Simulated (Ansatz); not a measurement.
## Electronic structure of BN in real space

```yaml
crystal:
  lattice:
    - [1.80394, 0.00000, -1.80394]
    - [-1.82207, 0.00000, -1.82207]
    - [0.00000, 3.62600, 0.00000]
  atoms:
    - { symbol: B, position: [0.50000, 0.50000, 0.50000] }
    - { symbol: B, position: [0.00000, 0.00000, 0.00000] }
    - { symbol: N, position: [0.50000, 0.00000, 0.25000] }
    - { symbol: N, position: [0.00000, 0.50000, 0.75000] }
```

Space group Imm2; a structure from a database of computed crystals, not necessarily the ambient phase; changed on purpose from its base cell (strain +0.0100 x Voigt [0, 0, 0, 0, 1, 0], atoms carried along); computed pressure about −5 GPa in this cell.

Level of theory: DFT r2SCAN, scalar-relativistic, plane waves, PAW (Ansatz 0.2.0).

In a PAW calculation such maps are meaningful between the atoms, not at the nuclei.

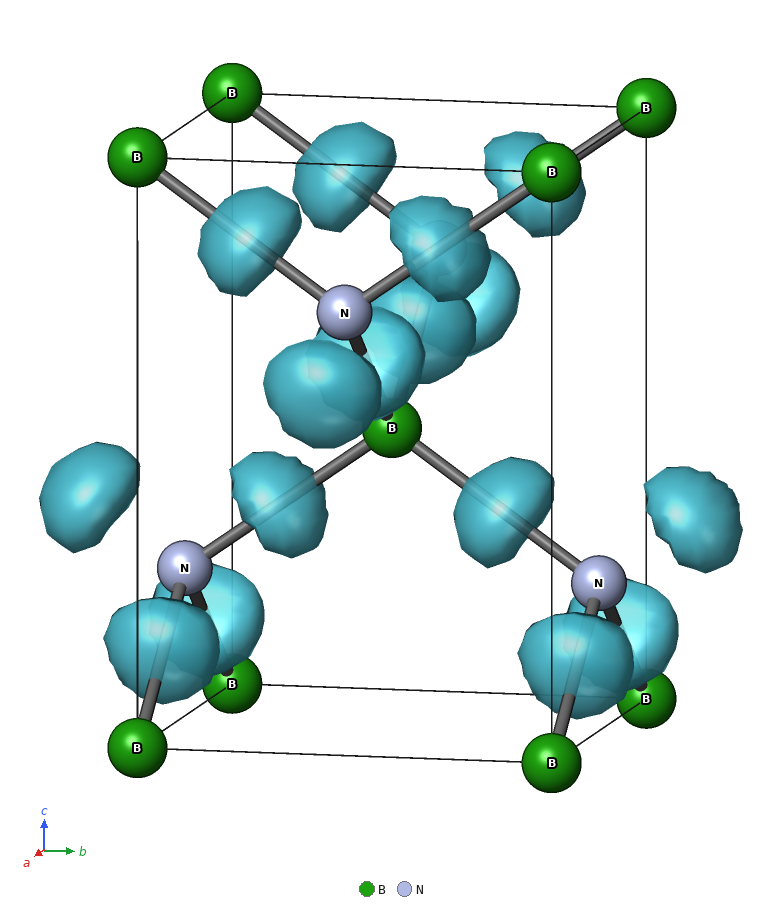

Figure 1. Isosurface of the ELF at 0.85 (cyan), seen slightly off an axis. Core shells and regions of very low density are left out. Sticks mark near contacts.

> Describe the localisation domains.

At this value the surface marks out eight regions between bonded B–N atoms (shared pairs), counted in one cell of 4 atoms. Any copies at cell faces, edges or corners count once. Profiles from the grid: B–N (1.56 Å): the ELF peaks at about 0.95 between the atoms; a polar covalent bond.

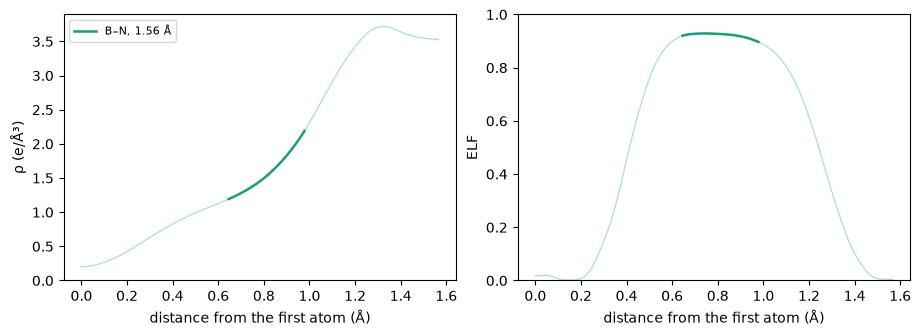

Figure 2. Valence charge density (pseudo) and electron localisation function along straight lines between neighbouring atoms. Thin, pale parts lie inside the atomic spheres.

> What kind of bonding do the profiles show?

B–N (1.56 Å): ρ is about 1.5 e/Å³ halfway; the ELF peaks at about 0.95 between the atoms: a shared but strongly polarised pair.

> Does the calculation make it a metal, or give it a gap?

It is gapped, with a Kohn–Sham gap of 5.0 eV on the k-point mesh, an upper bound to the gap of this method.
